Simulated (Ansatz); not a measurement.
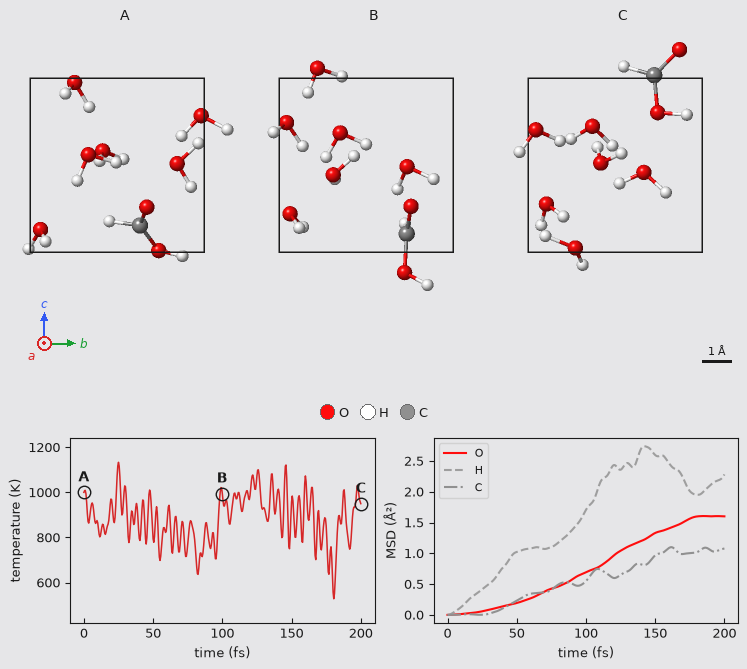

A Born-Oppenheimer molecular dynamics run of a periodic cell with 6 H2O + 1 HCOOH at 1.17 g/cm³, 200 fs long. It starts from the last geometry of an earlier run, with fresh velocities. Frames (A at 0 fs, B at 100 fs, C at 200 fs) and the history of the run. A ball-and-stick model of the simulation cell, seen along the a axis. Atoms that leave the cell re-enter on the other side.

The calculation used Ansatz, DFT PBE-D3(BJ), scalar-relativistic, plane waves, PAW. Run with plane-wave cutoff 420 eV; k-point mesh 1 × 1 × 1; Fermi-Dirac smearing 0.02 eV; low-accuracy preset; constant energy (NVE); velocities drawn for 1000 K; time step 0.5 fs.

What happens in this trajectory?

The mean temperature in the second half is 911 K (standard deviation 111 K). The potential energy in the second half lies on average 10.9 meV per atom above the first frame. Root-mean-square distances from the starting positions over the second half, with the common drift of all atoms taken out: H 1.51 Å, O 1.12 Å, C 0.94 Å. The molecules turn and drift from their places.

Limits of the set-up: the program's low-accuracy preset was used; the periodic images lie only 6.0 Å apart, so the values are limited by the cell's size.

Cost: 8.7 min on 1 thread of Intel(R) Xeon(R) Platinum 8259CL CPU @ 2.50GHz (Skylake/Cascade Lake), with other jobs on the host, peak memory 0.46 GiB.
